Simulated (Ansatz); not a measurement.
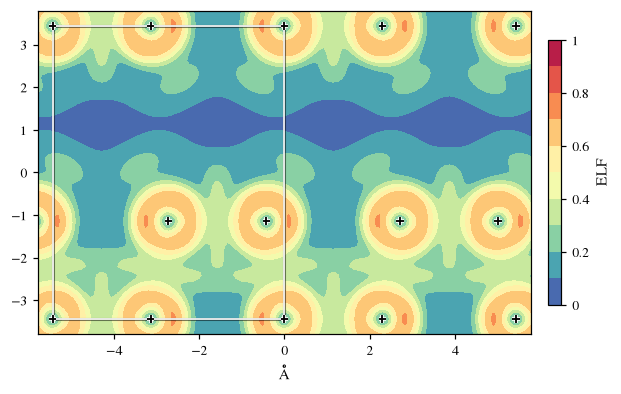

The ELF on a plane through atoms (crosses mark nuclei in the plane).

Method: DFT LDA, scalar-relativistic, plane waves, PAW (Ansatz).

Candidates:
A. Ru, a = 3.97 Å, b = 3.97 Å, c = 5.44 Å, α = 90.00°, β = 90.00°, γ = 120.00°. Space group P6₃/mmc; computed without spin polarisation.
B. Si, a = 3.80 Å, b = 3.80 Å, c = 6.29 Å, α = 90.00°, β = 90.00°, γ = 120.00°. Space group P6₃/mmc; a structure from a database of computed crystals, not necessarily the ambient phase.

### Which system is this?

Candidate A: Ru on the (110) plane of the conventional cell, which holds Ru. Ru–Ru (2.30 Å): the ELF is about 0.35 at the midpoint.
